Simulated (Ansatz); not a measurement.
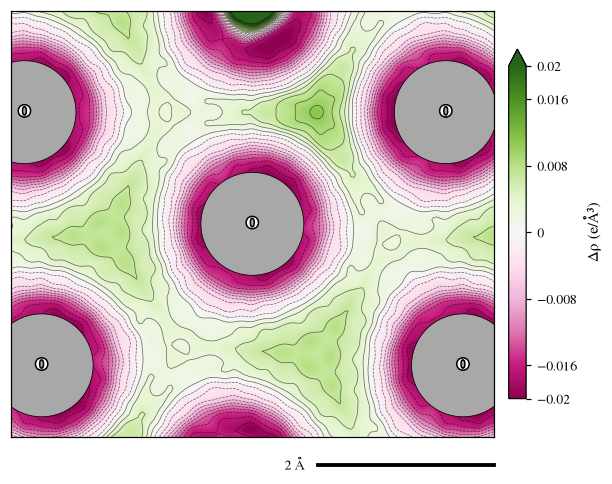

Al2O3. Difference of the valence pseudo-densities of two functionals at the same geometry, on the (111) plane of the calculation cell: PBE less r2SCAN.

Both computed with Ansatz (plane waves, PAW), on the same k-point mesh. Grey discs cover the atomic cores.

```
Al O
1.0
     2.40435    1.38815    4.37450
    -2.40435    1.38815    4.37450
     0.00000   -2.77631    4.37450
Al O
4 6
Cartesian
  0.0000 0.0000 4.6214
  0.0000 0.0000 1.9403
  0.0000 0.0000 8.5021
  0.0000 0.0000 11.1832
  -0.9321 1.3882 7.6554
  -0.7361 -1.5013 7.6554
  1.6682 0.1131 7.6554
  0.9321 -1.3882 5.4681
  0.7361 1.5013 5.4681
  -1.6682 -0.1131 5.4681
```

> What does the difference map show?

Against r2SCAN, PBE gives less density around O (−0.014 e/Å³ on average at 0.7 Å from the nucleus).
